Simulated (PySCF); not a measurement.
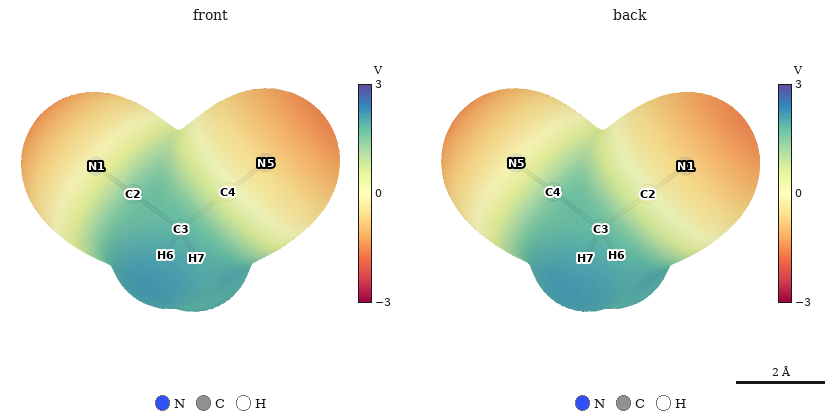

The picture shows: C3H2N2 (malononitrile). The molecular electrostatic potential painted on the density surface at 0.002 e/bohr³, seen from the front and from behind; the colour scale runs from red (negative) to blue (positive).

Geometry: GFN2-xTB.

These are results of PBE0/pcSseg-1, SCF density, gas phase, non-relativistic in PySCF 2.14.0, not measurements.

The calculation's input:

```
{"job": {"kind": "nmr", "xc": "PBE0", "basis": "pcSseg-1"}, "charge": 0, "multiplicity": 1}
N      0.023362     2.224189     0.913891
C     -0.171180     1.175718     0.508514
C     -0.420821    -0.154160    -0.005229
C      0.787169    -0.948180     0.064578
N      1.738637    -1.575339     0.118048
H     -1.204802    -0.632302     0.592265
H     -0.749032    -0.085021    -1.048183
```

Run with:

```sh
OMP_NUM_THREADS=1 python probes_run.py task.json out
```

### Describe the electrostatic potential map.

The most negative region (about −1.5 V) lies over N1 and N5, the most positive (about +2.2 V) over H6 and H7.

### How polar is the molecule by this calculation?

Its dipole moment is 4.00 D.
